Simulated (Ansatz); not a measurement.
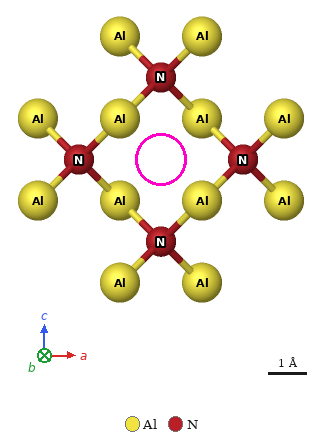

Perfect AlN. Style: ball-and-stick. Shown: the atoms within 4.6 Å of one point, in a slice 4.2 Å thick across the line of sight, along the b axis.

Theory: DFT, PBEsol, PAW, plane waves in Ansatz 0.2.0. (plane-wave cutoff 420 eV; k-point mesh 1 × 1 × 1; mesh shifted by (0.25, 0.25, 0.25); collinear spin) Fermi-Dirac smearing of 0.01 eV. The axes drawn are those of the host's conventional cell.

An extra aluminium atom is put between the host's atoms (an interstitial) at the ringed place, in charge state 0. The supercell has 64 sites, and the atoms are relaxed at the host's cell.

Question: Predict the relaxed surroundings of the defect.

Answer: The Al atom starts with 4 Al at 1.89 to 1.90 Å, 6 N at 2.18 to 2.19 Å around its place and ends with 6 N at 2.05 to 2.07 Å, 4 Al at 2.24 Å. Of the host's atoms, an aluminium atom moves furthest from its site, by 0.35 Å. The cell's net moment is 1.00 μB.

The relaxed defect, seen from the same direction:

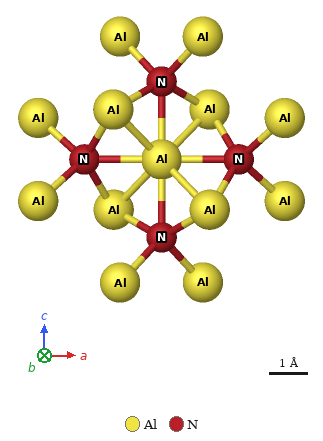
